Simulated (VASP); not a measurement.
**MgO (Periclase): GW quasiparticle gap**

Aim: the quasiparticle gap of MgO (Periclase), and what it costs to get it. The cell is of the rock-salt type, one of the forms listed for this formula. The start is a cell from a database of measured crystal structures.

Main program and level: VASP 6.6.1; PBE; plane waves and PAW (Mg_GW, O_GW), in the first sound run; inputs show where later runs differ.

The database entry behind the starting cell differs from later determinations by our own check (about 0.1 % long), so it need not match the best structure at ambient conditions.

## (1) The starting structure

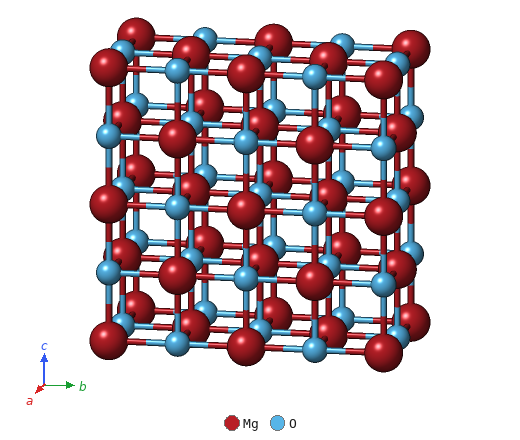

The cell as given, slightly off an axis (magnesium red, oxygen blue). 1×2×2 cells are drawn. This picture shows the conventional cell, with its axes. Some periodic images of atoms are drawn too.

## (2) Empty bands

The next step needs empty bands that the ground-state run didn't converge, so the Hamiltonian is diagonalised exactly for NBANDS bands, in a single step. LOPTICS writes the k-derivatives of the orbitals (WAVEDER), which give the long-wavelength limit of the screening.

Input file INCAR:

```
SYSTEM = MgO
PREC = Accurate
ENCUT = 440
ISMEAR = 0
SIGMA = 0.01
LREAL = .FALSE.
GGA = PE
NBANDS = 32
ALGO = Exact
NELM = 1
LWAVE = .TRUE.
LCHARG = .FALSE.
LOPTICS = .TRUE.
NEDOS = 1000
CSHIFT = 0.1
```

Input file POSCAR:

```
MgO
1.0
    0.0000000000      2.1085000000      2.1085000000
    2.1085000000      0.0000000000      2.1085000000
    2.1085000000      2.1085000000      0.0000000000
Mg O
1 1
Direct
    0.0000000000      0.0000000000      0.0000000000
    0.5000000000      0.5000000000      0.5000000000
```

Input file KPOINTS:

```
Automatic mesh
0
Gamma
4 4 4
0 0 0
```

The projector-augmented-wave data sets are Mg_GW and O_GW (PBE family, release 64).

The run is started by

```sh
$ mpirun -np 8 vasp_std
```

Log:

```text
[banner, memory and clock lines left out]
running    8 mpi-ranks, on    1 nodes
 distrk:  each k-point on    8 cores,    1 groups
 distr:  one band on    1 cores,    8 groups

 POSCAR found type information on POSCAR MgO
 POSCAR found :  2 types and       2 ions
|                                                                             |
|           W    W    AA    RRRRR   N    N  II  N    N   GGGG   !!!           |
|           W    W   A  A   R    R  NN   N  II  NN   N  G    G  !!!           |
|           W    W  A    A  R    R  N N  N  II  N N  N  G       !!!           |
|           W WW W  AAAAAA  RRRRR   N  N N  II  N  N N  G  GGG   !            |
|           WW  WW  A    A  R   R   N   NN  II  N   NN  G    G                |
|           W    W  A    A  R    R  N    N  II  N    N   GGGG   !!!           |
|                                                                             |
|     For optimal performance we recommend to set                             |
|       NCORE = 2 up to number-of-cores-per-socket                            |
|     NCORE specifies how many cores store one orbital (NPAR=cpu/NCORE).      |
|     This setting can greatly improve the performance of VASP for DFT.       |
|     The default, NCORE=1 might be grossly inefficient on modern             |
|     multi-core architectures or massively parallel machines. Do your        |
|     Unfortunately you need to use the default for GW and RPA                |
|     calculations (for HF NCORE is supported but not extensively tested      |
|     yet).                                                                   |
|                                                                             |

 LDA part: xc-table for (Slater+PW92), standard interpolation
 found WAVECAR, reading the header
  number of bands has changed, file:    10 present:    32
  trying to continue reading WAVECAR, but it might fail
 POSCAR, INCAR and KPOINTS ok, starting setup
 FFT: planning ... GRIDC
 FFT: planning ... GRID_SOFT
 FFT: planning ... GRID
 reading WAVECAR
 random initialization beyond band           10
 the WAVECAR file was read successfully
 initial charge from wavefunction
 entering main loop
       N       E                     dE             d eps       ncg     rms          rms(c)
DIA:   1    -0.119058637915E+02   -0.11906E+02    0.00000E+00     0   0.000E+00
   1 F= -.11905864E+02 E0= -.11905864E+02  d E =-.127125E-28
 writing wavefunctions
 optical routines
 imaginary and real dielectric function
 recalculating local potential from charge density
 direction            1
 direction            2
 direction            3
```

Wall time 2.4 s (8 MPI ranks of AMD EPYC 7R13 (Zen 3), shared host); peak memory 0.65 GiB.

The logs omit lines about the potential files and the build; timing stands in the text.

Parts of OUTCAR (step 2):

```text
ion  position               nearest neighbor table
   1  0.000  0.000  0.000-   2 2.11   2 2.11   2 2.11   2 2.11   2 2.11   2 2.11
   2  0.500  0.500  0.500-   1 2.11   1 2.11   1 2.11   1 2.11   1 2.11   1 2.11

  LATTYP: Found a face centered cubic cell.
 ALAT       =     4.2170000000

 Subroutine GETGRP returns: Found 48 space group operations
 (whereof 48 operations were pure point group operations)

The static configuration has the point symmetry O_h .

 Found      8 irreducible k-points:

   k-points           NKPTS =      8   k-points in BZ     NKDIM =      8   number of bands    NBANDS=     32

   dimension x,y,z NGX =    20 NGY =   20 NGZ =   20
   dimension x,y,z NGXF=    40 NGYF=   40 NGZF=   40

   ENCUT  =  440.0 eV  32.34 Ry    5.69 a.u.   5.10  5.10  5.10*2*pi/ulx,y,z

   NELECT =       8.0000    total number of electrons

 k-points in reciprocal lattice and weights: Automatic mesh
   0.00000000  0.00000000  0.00000000       0.016
   0.25000000  0.00000000  0.00000000       0.125
   0.50000000  0.00000000  0.00000000       0.062
   0.25000000  0.25000000  0.00000000       0.094
   0.50000000  0.25000000  0.00000000       0.375
  -0.25000000  0.25000000  0.00000000       0.188
   0.50000000  0.50000000  0.00000000       0.047
  -0.25000000  0.50000000  0.25000000       0.094

 average (electrostatic) potential at core
       1 -35.0804       2 -69.6042

 E-fermi :   3.2494

 k-point     1 :       0.0000    0.0000    0.0000
  band No.  band energies     occupation
      1     -14.0781      2.00000
      2       3.1730      2.00000
      3       3.1730      2.00000
      4       3.1730      2.00000
      5       7.8564      0.00000
      6      18.9482      0.00000
      7      18.9482      0.00000
      8      18.9482      0.00000
      9      22.8558      0.00000
    ...

 k-point     2 :       0.2500    0.0000    0.0000
  band No.  band energies     occupation
      1     -13.4931      2.00000
      2       0.5199      2.00000
      3       2.8373      2.00000
      4       2.8373      2.00000
      5      10.2219      0.00000
      6      15.7187      0.00000
      7      19.7684      0.00000
      8      19.7684      0.00000
      9      23.2214      0.00000
    ...

 k-point     3 :       0.5000    0.0000    0.0000
  band No.  band energies     occupation
      1     -12.8016      2.00000
      2      -1.4337      2.00000
      3       2.5262      2.00000
      4       2.5262      2.00000
      5      11.0395      0.00000
      6      15.7336      0.00000
      7      19.3904      0.00000
      8      19.3904      0.00000
      9      23.9698      0.00000
    ...

  Total       -0.0308319     -0.0308319     -0.0308319     -0.0000000     -0.0000000     -0.0000000
  in kB       -2.6348763     -2.6348763     -2.6348763     -0.0000000     -0.0000000     -0.0000000
  external PRESSURE =      -2.6348763 kB  Pullay stress =       0.0000000 kB

  energy-cutoff  :      440.00
  volume of cell :       18.75
      direct lattice vectors                 reciprocal lattice vectors
     0.000000000  2.108500000  2.108500000    -0.237135404  0.237135404  0.237135404
     2.108500000  0.000000000  2.108500000     0.237135404 -0.237135404  0.237135404
     2.108500000  2.108500000  0.000000000     0.237135404  0.237135404 -0.237135404

 POSITION                                       TOTAL-FORCE (eV/Angst)
 -----------------------------------------------------------------------------------
      0.00000      0.00000      0.00000        -0.000000      0.000000      0.000000
      2.10850      2.10850      2.10850         0.000000     -0.000000     -0.000000
 -----------------------------------------------------------------------------------
    total drift:                                0.000000      0.000000      0.000000

  FREE ENERGIE OF THE ION-ELECTRON SYSTEM (eV)
  ---------------------------------------------------
  free  energy   TOTEN  =       -11.9058637915 eV

  energy  without entropy=      -11.9058637915  energy(sigma->0) =      -11.90586379

 plasma frequency squared (from intraband transitions) (eV^2)
  --------------------------------------------------------------------------------------
       0.000       0.000      -0.000
       0.000       0.000      -0.000
      -0.000       0.000       0.000

[... 3 further parts left out ...]
```

WAVECAR now holds 32 bands for 8 electrons. Its independent-particle dielectric tensor has xx, yy, zz = 3.4, 3.4, 3.4 on this mesh, which isn't tested for convergence in mesh or bands and lacks local fields.

## (3) G0W0, ENCUTGW 80, bands in the sums 32

This step: G0W0 on PBE; plane waves and PAW (Mg_GW, O_GW) (VASP 6.6.1).

G0W0 keeps orbitals and screening fixed and shifts each of the lowest NBANDSGW levels once.

Input file INCAR:

```
SYSTEM = MgO
PREC = Accurate
ENCUT = 440
ISMEAR = 0
SIGMA = 0.01
LREAL = .FALSE.
GGA = PE
NBANDS = 32
ALGO = EVGW0
NELMGW = 1
ENCUTGW = 80
NOMEGA = 64
PRECFOCK = Fast
NBANDSGW = 16
LWAVE = .FALSE.
LCHARG = .FALSE.
```

POSCAR is that of step 2.

KPOINTS is that of step 2.

The run is started by

```sh
$ mpirun -np 8 vasp_std
```

Log:

```text
[banner, memory and clock lines left out]
running    8 mpi-ranks, on    1 nodes
 distrk:  each k-point on    8 cores,    1 groups
 distr:  one band on    1 cores,    8 groups

 POSCAR found type information on POSCAR MgO
 POSCAR found :  2 types and       2 ions
 [... a notice as in an earlier step ...]

|                                                                             |
|           W    W    AA    RRRRR   N    N  II  N    N   GGGG   !!!           |
|           W    W   A  A   R    R  NN   N  II  NN   N  G    G  !!!           |
|           W    W  A    A  R    R  N N  N  II  N N  N  G       !!!           |
|           W WW W  AAAAAA  RRRRR   N  N N  II  N  N N  G  GGG   !            |
|           WW  WW  A    A  R   R   N   NN  II  N   NN  G    G                |
|           W    W  A    A  R    R  N    N  II  N    N   GGGG   !!!           |
|                                                                             |
|     The default for ENCUTGWSOFT is different in this version of VASP.       |
|     please manually set ENCUTGWSOFT =80 in the INCAR file.                  |
|                                                                             |

 LDA part: xc-table for (Slater+PW92), standard interpolation
 found WAVECAR, reading the header
 POSCAR, INCAR and KPOINTS ok, starting setup
 FFT: planning ... GRIDC
 FFT: planning ... GRID_SOFT
 FFT: planning ... GRID
 reading WAVECAR
 the WAVECAR file was read successfully
 initial charge from wavefunction
 available memory per node:     34.10 GB, setting MAXMEM to     34920

 The Fermi energy was updated, please check that it is located mid-gap
 values below the HOMO (VB) or above the LUMO (CB) will cause erroneous energies
 E-fermi :   5.5147

 calculate exact exchange contribution
 the WAVEDER file was read successfully
energies w=
    0.000    0.000    0.641    0.000    1.281    0.000    1.919    0.000
    2.551    0.000    3.179    0.000    3.800    0.000    4.414    0.000
    5.020    0.000    5.618    0.000    6.208    0.000    6.790    0.000
    7.364    0.000    7.930    0.000    8.488    0.000    9.041    0.000
    9.588    0.000   10.129    0.000   10.667    0.000   11.201    0.000
   11.734    0.000   12.266    0.000   12.798    0.000   13.332    0.000
   13.868    0.000   14.409    0.000   14.955    0.000   15.509    0.000
   16.072    0.000   16.646    0.000   17.232    0.000   17.834    0.000
   18.453    0.000   19.092    0.000   19.754    0.000   20.442    0.000
   21.160    0.000   21.913    0.000   22.704    0.000   23.540    0.000
   24.427    0.000   25.372    0.000   26.384    0.000   27.473    0.000
   28.652    0.000   29.935    0.000   31.340    0.000   32.887    0.000
   34.606    0.000   36.528    0.000   38.696    0.000   41.164    0.000
   44.003    0.000   47.305    0.000   51.200    0.000   55.863    0.000
   61.547    0.000   68.630    0.000   77.692    0.000   89.689    0.000
  106.300    0.000  130.780    0.000  170.369    0.000  245.097    0.000
 responsefunction array rank=      40
 LDA part: xc-table for (Slater+PW92), standard interpolation

 min. memory requirement per mpi rank     43.7 MB, per node    349.5 MB

 allocating   8 responsefunctions rank=    40
 shmem allocating  64 responsefunctions rank=    40
 response function shared by NCSHMEM nodes    1
 Doing            8  frequencies on each core in blocks of           64
NQ=   1    0.0000    0.0000    0.0000,
|.........|.........|.........|.........|.........|.........|.........|.........
 performed         22000 updates of chi_q(r,r)
 total number of BLAS operations          0.13 Gflops
NQ=   2    0.2500    0.0000    0.0000,
|.........|.........|.........|.........|.........|.........|.........|.........
 performed         81000 updates of chi_q(r,r)
 total number of BLAS operations          0.50 Gflops
NQ=   3    0.5000    0.0000    0.0000,
|.........|.........|.........|.........|.........|.........|.........|.........
 performed        121000 updates of chi_q(r,r)
 total number of BLAS operations          0.88 Gflops
NQ=   4    0.2500    0.2500    0.0000,
|.........|.........|.........|.........|.........|.........|.........|.........
 performed        173000 updates of chi_q(r,r)
 total number of BLAS operations          1.19 Gflops
NQ=   5    0.5000    0.2500    0.0000,
|.........|.........|.........|.........|.........|.........|.........|.........
 performed        248000 updates of chi_q(r,r)
 total number of BLAS operations          1.77 Gflops
NQ=   6   -0.2500    0.2500    0.0000,
|.........|.........|.........|.........|.........|.........|.........|.........
 performed        313000 updates of chi_q(r,r)
 total number of BLAS operations          2.18 Gflops
NQ=   7    0.5000    0.5000    0.0000,
|.........|.........|.........|.........|.........|.........|.........|.........
 performed        349000 updates of chi_q(r,r)
 total number of BLAS operations          2.48 Gflops
NQ=   8   -0.2500    0.5000    0.2500,
|.........|.........|.........|.........|.........|.........|.........|.........
 performed        402000 updates of chi_q(r,r)
 total number of BLAS operations          2.92 Gflops
 resolving degeneracies of screened two electron integrals

 calculate QP shifts <psi_nk| G(iteration)W_0 |psi_nk>: iteration 1
 entering main loop
```

The job ended after 5.2 s (8 MPI ranks; peak memory 0.69 GiB; 34 s of CPU time).

Parts of OUTCAR (step 3):

```text
The static configuration has the point symmetry O_h .

 Found      8 irreducible k-points:

   k-points           NKPTS =      8   k-points in BZ     NKDIM =     64   number of bands    NBANDS=     32

   NELECT =       8.0000    total number of electrons

 E-fermi :   5.5147

 QP shifts <psi_nk| G(iteration)W_0 |psi_nk>: iteration 1
 for sc-GW calculations column KS-energies equals QP-energies in previous step
 and V_xc(KS)=  KS-energies - (<T + V_ion + V_H > + <T+V_H+V_ion>^1  + <V_x>^1)
 k-point   1 :       0.0000    0.0000    0.0000
  band No.  KS-energies  QP-energies   sigma(KS)   V_xc(KS)     V^pw_x(r,r')   Z            occupation Imag(sigma)
      1     -14.0781     -16.1878     -21.1646     -18.1235     -29.9032       0.6937       2.0000       1.1261
      2       3.1730       2.1847     -20.9718     -19.7183     -25.3016       0.7885       2.0000       0.0764
      3       3.1730       2.1847     -20.9718     -19.7183     -25.3016       0.7885       2.0000       0.0764
      4       3.1730       2.1847     -20.9718     -19.7183     -25.3016       0.7885       2.0000       0.0764
      5       7.8564       9.1046     -10.6634     -12.1583      -7.2643       0.8350       0.0000      -0.0596
      6      18.9482      20.3524      -7.3217      -9.0243      -3.0494       0.8248       0.0000      -0.0972
      7      18.9482      20.3524      -7.3217      -9.0243      -3.0494       0.8248       0.0000      -0.0972
      8      18.9482      20.3524      -7.3217      -9.0243      -3.0494       0.8248       0.0000      -0.0972
    ...

 k-point   2 :       0.2500    0.0000    0.0000
  band No.  KS-energies  QP-energies   sigma(KS)   V_xc(KS)     V^pw_x(r,r')   Z            occupation Imag(sigma)
      1     -13.4931     -15.6467     -21.7020     -18.6720     -30.3564       0.7108       2.0000       1.0688
      2       0.5199      -0.8895     -18.3218     -16.5016     -22.5156       0.7743       2.0000       0.0959
      3       2.8373       1.7790     -20.6847     -19.3390     -25.0293       0.7864       2.0000       0.0794
      4       2.8373       1.7790     -20.6847     -19.3390     -25.0293       0.7864       2.0000       0.0794
      5      10.2219      11.6899     -11.1902     -12.9728      -7.7440       0.8235       0.0000      -0.0644
      6      15.7187      17.2608      -9.1633     -11.0567      -5.0134       0.8145       0.0000      -0.0912
      7      19.7684      21.2777      -7.5258      -9.3755      -3.1474       0.8160       0.0000      -0.1107
      8      19.7684      21.2777      -7.5258      -9.3755      -3.1474       0.8160       0.0000      -0.1107
    ...

 k-point   3 :       0.5000    0.0000    0.0000
  band No.  KS-energies  QP-energies   sigma(KS)   V_xc(KS)     V^pw_x(r,r')   Z            occupation Imag(sigma)
      1     -12.8016     -15.0052     -22.4665     -19.4692     -31.0580       0.7352       2.0000       1.0055
      2      -1.4337      -3.0954     -16.9655     -14.7751     -21.4321       0.7586       2.0000       0.1283
      3       2.5262       1.4092     -20.4556     -19.0287     -24.8284       0.7828       2.0000       0.0820
      4       2.5262       1.4092     -20.4556     -19.0287     -24.8284       0.7828       2.0000       0.0820
      5      11.0395      12.2422      -8.7573     -10.2015      -4.9576       0.8327       0.0000      -0.0672
      6      15.7336      17.9517     -12.7778     -15.6024      -8.6038       0.7853       0.0000      -0.1053
      7      19.3904      20.9826      -7.3583      -9.2949      -3.0568       0.8222       0.0000      -0.0980
      8      19.3904      20.9826      -7.3583      -9.2949      -3.0568       0.8222       0.0000      -0.0980
    ...

[... 7 parts as in an earlier step ...]

[... 5 further parts left out ...]
```

Numbers from this step:

```
quasiparticle gap on the mesh                 : 6.920 eV
smallest direct quasiparticle gap on the mesh : 6.920 eV
gap of the starting orbitals on the mesh      : 4.683 eV
```

GW takes the gap from 4.683 to 6.920 eV. The value holds for 32 bands, ENCUTGW = 80 eV and this mesh, and isn't shown to be converged in them.

## (4) Empty bands

This step: PBE; plane waves and PAW (Mg_GW, O_GW) (VASP 6.6.1).

The empty bands are made again, for the run that follows.

Input file INCAR:

```
SYSTEM = MgO
PREC = Accurate
ENCUT = 440
ISMEAR = 0
SIGMA = 0.01
LREAL = .FALSE.
GGA = PE
NBANDS = 48
ALGO = Exact
NELM = 1
LWAVE = .TRUE.
LCHARG = .FALSE.
LOPTICS = .TRUE.
NEDOS = 1000
CSHIFT = 0.1
```

POSCAR is that of step 3.

KPOINTS is that of step 3.

The run is started by

```sh
$ mpirun -np 8 vasp_std
```

Log:

```text
[banner, memory and clock lines left out]
running    8 mpi-ranks, on    1 nodes
[...]
[... a notice as in an earlier step ...]

 LDA part: xc-table for (Slater+PW92), standard interpolation
 found WAVECAR, reading the header
  number of bands has changed, file:    10 present:    48
  trying to continue reading WAVECAR, but it might fail
 POSCAR, INCAR and KPOINTS ok, starting setup
[...]
reading WAVECAR
 random initialization beyond band           10
 the WAVECAR file was read successfully
 initial charge from wavefunction
 entering main loop
       N       E                     dE             d eps       ncg     rms          rms(c)
[... 1 cycle as in an earlier step ...]
   1 F= -.11905864E+02 E0= -.11905864E+02  d E =-.839130E-21
 writing wavefunctions
 optical routines
 imaginary and real dielectric function
 recalculating local potential from charge density
 direction            1
 direction            2
 direction            3
```

Wall time 2 s (8 MPI ranks); peak memory 0.65 GiB.

From OUTCAR (step 4):

```text
 POSITION                                       TOTAL-FORCE (eV/Angst)
 -----------------------------------------------------------------------------------
      0.00000      0.00000      0.00000         0.000000      0.000000      0.000000
      2.10850      2.10850      2.10850        -0.000000     -0.000000     -0.000000
 -----------------------------------------------------------------------------------
    total drift:                                0.000000      0.000000      0.000000

[... 4 parts as in an earlier step ...]

[... 2 further parts left out ...]
[key lines of the parts left out:]
E-fermi :   3.2365
```

WAVECAR now holds 48 bands for 8 electrons.

(Continued in part 2 of 4.)

[Lines on the potential files, build, host, timing and source positions are cut from VASP's logs without a mark.]

[Logs are printed without paths, hosts, clocks, repeated set-up lines and the standing remarks that a program may print on its own settings, such as how far it seeks lower states.]

[Hosts, paths, dates, database ids (printed as entryN), source tags and the programs' standing remarks are cut or masked in the printed files.]

[Pressures printed for these runs are not shown converged in the cutoff: they can be off by several GPa and have the wrong sign.]
